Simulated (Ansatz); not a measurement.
Sn (Fm-3m, No. 225): the end point of a relaxation with DFT, r2SCAN, plane waves (500 eV) with PAW, scalar-relativistic in Ansatz 0.2.0; the starting structure was generated, so it need not be a known form of this composition.

```cif
data_structure
_symmetry_space_group_name_H-M 'Fm-3m'
_symmetry_Int_Tables_number 225
_cell_length_a 4.7814
_cell_length_b 4.7814
_cell_length_c 4.7814
_cell_angle_alpha 90.000
_cell_angle_beta 90.000
_cell_angle_gamma 90.000
_cell_volume 109.31
loop_
_atom_site_label
_atom_site_type_symbol
_atom_site_symmetry_multiplicity
_atom_site_Wyckoff_symbol
_atom_site_fract_x
_atom_site_fract_y
_atom_site_fract_z
_atom_site_occupancy
Sn1 Sn 4 a 0.00000 0.00000 0.00000 1
```

What will a Z-contrast image along [110] show? Simulated incoherent Z contrast: every atom adds Z^1.7 spread by a probe of 1.30 Å full width; channelling and multiple scattering are left out.

The columns repeat on a centred rectangular net of 3.38 × 4.78 Å (plane group c2mm). All columns are alike (Sn). The shortest distance between visible columns is 2.93 Å in projection. Along the beam the structure repeats every 3.38 Å.

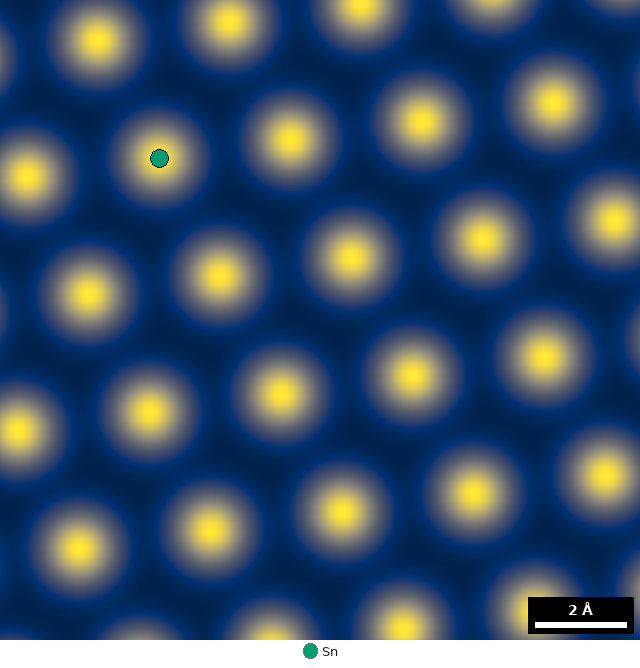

The simulated image, with the columns of the model marked in one corner.
